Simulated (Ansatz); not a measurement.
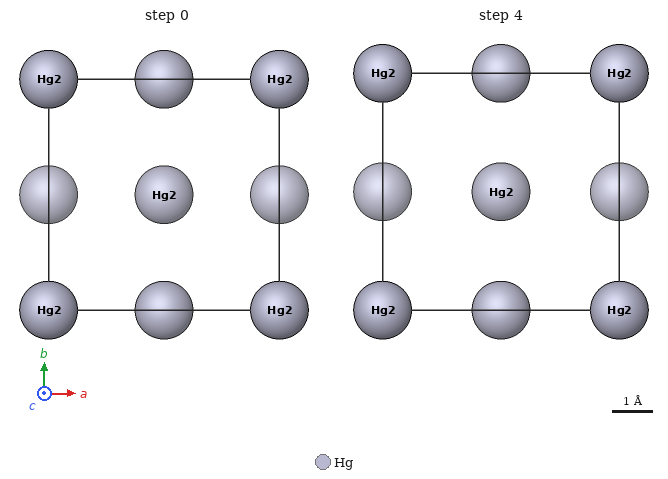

The structure of crystalline Hg (built on the database_141 type) before (left) and after (right) a relaxation, at one scale.

The picture is a spheres-only view of the conventional cell (2 times the calculation's cell), seen along the c axis. Lengths and directions refer to the drawn axes.

Case: structure listed in a database for this formula (I4_1/amd, No. 141).

Computed with DFT PBE, scalar-relativistic, plane waves, PAW in Ansatz 0.2.0. Settings: plane-wave cutoff 420 eV; k-point mesh 16 × 16 × 16; occupations gaussian; smearing width 0.1 eV; no spin polarisation; cell and atoms relaxed; force threshold 0.01 eV/Å; at most 80 steps.

**What changed between the two?**

The atoms keep their places relative to the cell (all moves are under 0.005 Å). Cell: a = b 5.860 → 6.011 Å (+2.6 %), c 3.145 → 3.205 Å (+1.9 %). Volume +7.2 %. Some distances before and after: Hg–Hg 3.033 → 3.110 Å, Hg–Hg 3.145 → 3.205 Å. The space group stays I4_1/amd (No. 141). The energy falls by 8.2 meV per atom in 3 accepted moves (4 points after the start). All forces vanish by symmetry, so only the cell relaxes. Pressure: 1.48 GPa at the start and −0.01 GPa at the end. At 1 point the geometry stayed and the basis and grid were re-selected for the new cell (energy shift of 0.5 meV per atom at most each time).
